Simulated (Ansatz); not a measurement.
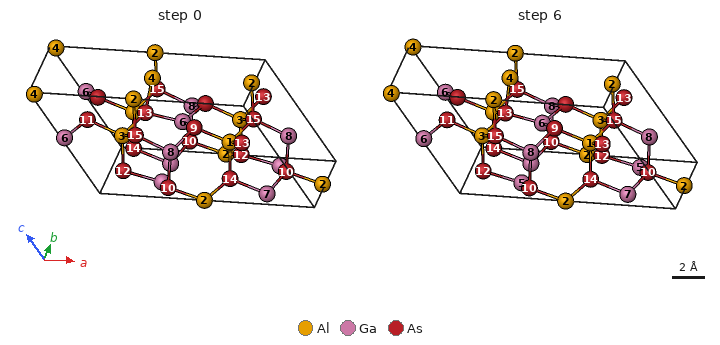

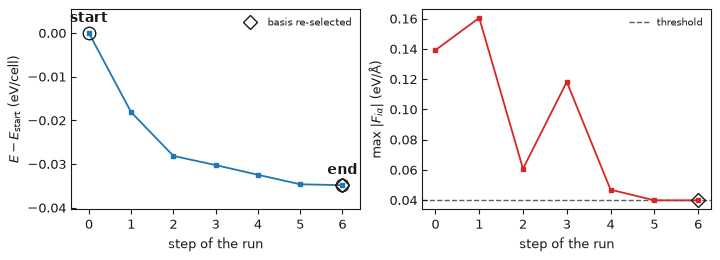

First and last geometry of a relaxation of crystalline Al$_{4}$Ga$_{4}$As$_{7}$ (a generated structure, set up in P1) (coarse preliminary run), with the history of the run. Style: ball-and-stick. Shown: the conventional cell (2 times the calculation's cell), from a free direction. Lengths and directions refer to the drawn axes.

Case: 1 of 8 As atoms taken out at random, relaxed further on a centred mesh.

Level of theory: Ansatz, DFT r2SCAN, scalar-relativistic, plane waves, PAW.

The input:
```yaml
crystal:
  lattice:
    - [-4.0477348435, 2.3364702927, -6.4927418935]
    - [3.976783873, 2.2686122848, -6.4732819039]
    - [0.0232912735, -4.5795225423, -6.4739736684]
  atoms:
    - { symbol: Al, position: [0.5072721025, 0.9994432058, 0.4877298878] }
    - { symbol: Al, position: [0.9999230867, 0.4865978174, 0.488734522] }
    - { symbol: Al, position: [0.5073133516, 0.4854601994, 0.0016558135] }
    - { symbol: Al, position: [0.0187621291, 0.0181537892, 0.0202912112] }
    - { symbol: Ga, position: [0.9878910644, 0.5647235329, 0.9625796891] }
    - { symbol: Ga, position: [0.4485953888, 0.0165241367, 0.0187482566] }
    - { symbol: Ga, position: [0.9878271188, 0.9601536971, 0.5672354401] }
    - { symbol: Ga, position: [0.5248295828, 0.4854040005, 0.4876160554] }
    - { symbol: As, position: [0.3730601388, 0.8623349788, 0.3842172774] }
    - { symbol: As, position: [0.893402579, 0.3523964405, 0.3546654203] }
    - { symbol: As, position: [0.3730717615, 0.3820640657, 0.8644898193] }
    - { symbol: As, position: [0.877673129, 0.3811549552, 0.8652651377] }
    - { symbol: As, position: [0.3808600934, 0.865480166, 0.8676449982] }
    - { symbol: As, position: [0.877686595, 0.8631931668, 0.3832970118] }
    - { symbol: As, position: [0.3737958005, 0.3720246938, 0.3741608282] }
  symmetry: { detect: false }
basis:
  ecutwfc: 500
kpoints:
  mp_grid: { grid: [3, 3, 3] }
hamiltonian:
  xc: r2scan
scf:
  occupations: { method: gaussian, width: 0.1 }
  lower_state_search: "off"
output:
  forces: true
  stress: true
  eigenvalues: true
relax:
  adjacent_minimum: "off"
  f_tol: 0.04
  max_steps: 25
  cell: { stress_tol: 0.3 }
```

Run as
```bash
ansatz run input.yaml --threads 4 --pin off --max-ram 9216MiB --backend cpu --events-out ev --progress --plain --runs-dir out
```

**Read the history and describe the run.**

It converged. Al4 moves most relative to the cell: 0.14 Å along [−1 0 1]. By element the largest moves are Al 0.14 Å, Ga 0.09 Å, As 0.07 Å. The volume changes by +0.3 %, with a 13.747 → 13.815 Å (+0.5 %), b 7.907 → 7.928 Å (+0.3 %), c 8.000 → 8.037 Å (+0.5 %), β 124.6° → 125.3°. Among the contacts that change: Ga5–As10 2.598 → 2.551 Å, Ga5–As11 2.564 → 2.542 Å, Al4–As12 2.383 → 2.404 Å, Ga6–As11 2.387 → 2.401 Å. Among the angles between lasting bonds that change: Al4–As13–Ga6 89.8° → 95.5°, Ga5–As10–Ga7 133.9° → 129.3°, As10–Ga5–As12 96.0° → 99.5°. The space group stays Cm (No. 8). The energy falls by 34.8 meV per cell of the calculation in 5 accepted moves (6 points after the start). The largest force component goes from 0.14 to 0.04 eV/Å. Pressure: 0.14 GPa at the start and 0.01 GPa at the end. At 1 point the geometry stayed and the basis and grid were re-selected for the new cell (energy shift of 0.2 meV per cell of the calculation at most each time). Cost: 75 s on 4 threads of AMD EPYC 9R45 96-Core Processor (Zen 5), with other jobs on the host, peak memory 2.1 GiB.
